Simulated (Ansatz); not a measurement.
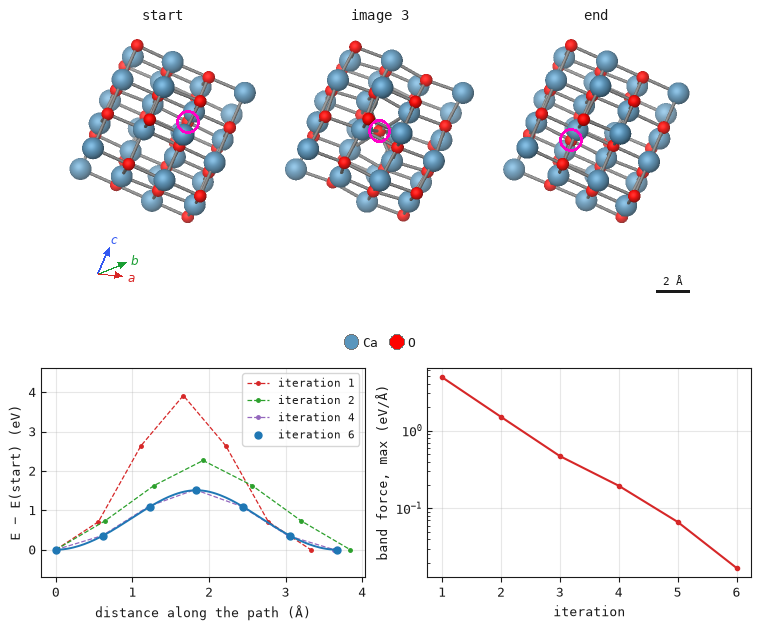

A nudged-elastic-band calculation for a defect cell of composition Ca$_{8}$O$_{7}$ (cell charge +2) with an O vacancy (15 atoms in the cell). Images are numbered from 0 (start) to 6 (end). The plot follows the band through its iterations. The picture is a ball-and-stick view of the atoms within 5.9 Å of the middle of the path, seen from a free direction. The moving atom is ringed, with any periodic copies. Bonds to atoms that aren't drawn are left out.

All numbers below come from DFT PBE, scalar-relativistic, plane waves, PAW (Ansatz).

Input file:
```yaml
crystal:
  lattice:
    - [0.0, 4.8309190842, -4.8309190842]
    - [4.8309190842, 4.8309190842, 0.0]
    - [4.8309190842, 0.0, -4.8309190842]
  atoms:
    - { symbol: Ca, position: [0.5129280414, 0.4870719586, -0.0129280414] }
    - { symbol: Ca, position: [0.5129280414, 0.0129280414, -0.0129280414] }
    - { symbol: Ca, position: [1.0, 0.5, 0.0] }
    - { symbol: Ca, position: [0.9870719586, 0.0129280414, -0.0129280414] }
    - { symbol: Ca, position: [0.5129280414, 0.4870719586, 0.5129280414] }
    - { symbol: Ca, position: [0.5, 0.0, 0.5] }
    - { symbol: Ca, position: [0.9870719586, 0.4870719586, 0.5129280414] }
    - { symbol: Ca, position: [0.9870719586, 0.0129280414, 0.5129280414] }
    - { symbol: O, position: [0.25, 0.25, 0.25] }
    - { symbol: O, position: [0.75, 0.75, 0.25] }
    - { symbol: O, position: [0.75, 0.25, 0.25] }
    - { symbol: O, position: [0.25, 0.75, 0.75] }
    - { symbol: O, position: [0.25, 0.25, 0.75] }
    - { symbol: O, position: [0.75, 0.75, 0.75] }
    - { symbol: O, position: [0.75, 0.25, 0.75] }
total_charge: 2
basis:
  ecutwfc: 420
kpoints:
  mp_grid: { grid: [4, 4, 4] }
hamiltonian:
  xc: pbe
scf:
  occupations: { method: gaussian, width: 0.05 }
output:
  forces: true
neb:
  images: 5
  f_tol: 0.05
  max_iterations: 60
  order_check: false
  final_atoms:
    - { symbol: Ca, position: [0.5129279823, 0.5129279823, -0.0129279823] }
    - { symbol: Ca, position: [0.5129279823, -0.0129279823, -0.0129279823] }
    - { symbol: Ca, position: [0.9870720177, 0.5129279823, -0.0129279823] }
    - { symbol: Ca, position: [1.0, 0.0, 0.0] }
    - { symbol: Ca, position: [0.5, 0.5, 0.5] }
    - { symbol: Ca, position: [0.5129279823, -0.0129279823, 0.5129279823] }
    - { symbol: Ca, position: [0.9870720177, 0.5129279823, 0.5129279823] }
    - { symbol: Ca, position: [0.9870720177, -0.0129279823, 0.5129279823] }
    - { symbol: O, position: [0.25, -0.25, 0.25] }
    - { symbol: O, position: [0.75, 0.75, 0.25] }
    - { symbol: O, position: [0.75, 0.25, 0.25] }
    - { symbol: O, position: [0.25, 0.75, 0.75] }
    - { symbol: O, position: [0.25, 0.25, 0.75] }
    - { symbol: O, position: [0.75, 0.75, 0.75] }
    - { symbol: O, position: [0.75, 0.25, 0.75] }
```

Command:
```bash
ansatz run input.yaml --threads 4 --pin off --max-ram 9216MiB --backend cpu --events-out ev --progress --plain --runs-dir out
```

**Did the band converge, and can the barrier be trusted?**

The run is converged, with reservations. The band converged in 6 iterations. The largest component of the band force went from 4.8 to 0.017 eV/Å. The climbing image converged on the top of the path. Its curvatures weren't checked. The first iteration put the highest image at 3.91 eV. The barrier is about 1.51 eV in both directions, with image 3 at the top; the ends have the same energy.

Limits of the set-up: the periodic images lie only 6.8 Å apart, so the values are limited by the cell's size; the cell is charged, on a uniform background, and energies carry no finite-size correction.

Cost: 11 min on 4 threads of Arm Neoverse V1, on a shared host, peak memory 2.6 GiB.
